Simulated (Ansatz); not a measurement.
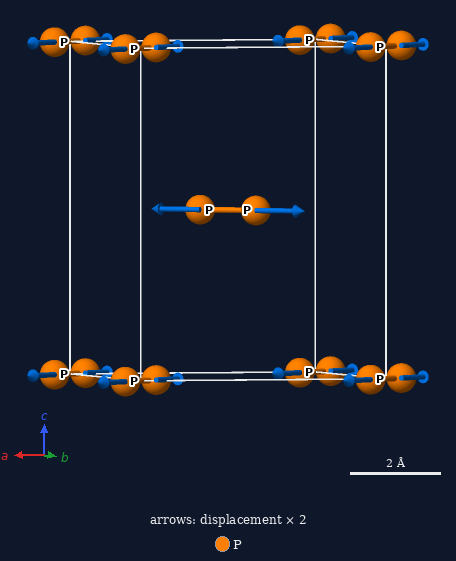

This is a relaxation of solid P (a generated structure, set up in P4_2/mnm) (coarse preliminary run). The starting structure is drawn; blue arrows show the displacements (the part carried along by the change of the cell is left out), magnified 2 times.

The picture is a ball-and-stick view of the cell of the calculation, seen from a free direction.

Case: N → P on all its sites, cell and atoms relaxed.

Level of theory: DFT PBE, scalar-relativistic, plane waves, PAW in Ansatz. Set-up: plane-wave cutoff 420 eV; k-point mesh 4 × 4 × 4; occupations gaussian; smearing width 0.1 eV; no spin polarisation; cell and atoms relaxed; force threshold 0.05 eV/Å; at most 60 steps.

**What happened in the run?**

The largest moves relative to the cell, 0.62 Å, are those of P atoms. Cell: a = b 5.698 → 3.451 Å (−39.4 %), c 7.427 → 6.442 Å (−13.3 %). Volume −68.2 %. Among the contacts that change: P–P 6.636 → 2.773 Å, P–P 4.799 → 2.463 Å, P–P 1.422 → 2.108 Å. New bonds form: P–P (4.80 → 2.46 Å). The space group stays P4_2/mnm (No. 136). After 16 accepted moves (19 points after the start) the energy has fallen by 19.344 eV per cell of the calculation. The largest force component goes from 38 to 0.0062 eV/Å. The pressure goes from 33.93 to −0.11 GPa. The line search rejected the trial steps at points 15, 16 of the run. The SCF was repeated once at an unchanged geometry on a basis and grid sized afresh for the cell, which shifted the energy by 1.7 meV per cell of the calculation at most. Cost: 84 s on 1 thread of Intel(R) Xeon(R) Platinum 8259CL CPU @ 2.50GHz (Skylake/Cascade Lake), on a shared host, peak memory 0.49 GiB.
